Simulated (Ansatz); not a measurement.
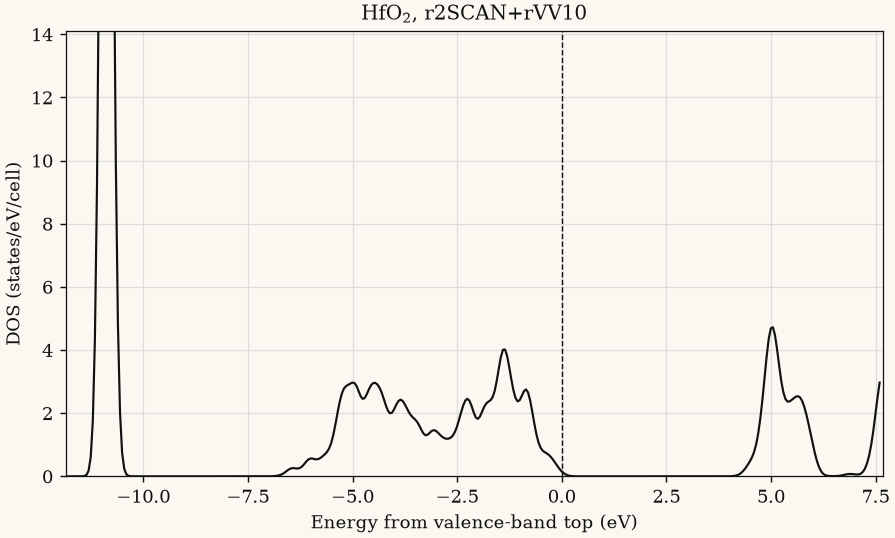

Write a caption that states what the plot shows.

Density of states of HfO₂, space group Fm-3m (No. 225), 3 atoms in the cell, CaF2-225 type type. Method: DFT, r2SCAN+rVV10, plane waves, PAW, no spin polarisation, 10×10×10 k mesh, 500 eV cutoff, Fermi-Dirac smearing of 0.03 eV (Ansatz). Energies are counted from the top of the valence band. The curve is built from the levels of the k mesh with Gaussians 0.3 eV wide, which also blur the band edges.

There is a gap; over the k points computed it is 4.28 eV (direct among those points). The upper group of valence states starts about 6.5 eV under the valence-band top, with a gap beneath it; it holds about 12 electrons a cell.

Spin-orbit coupling is left out, which matters for Hf.
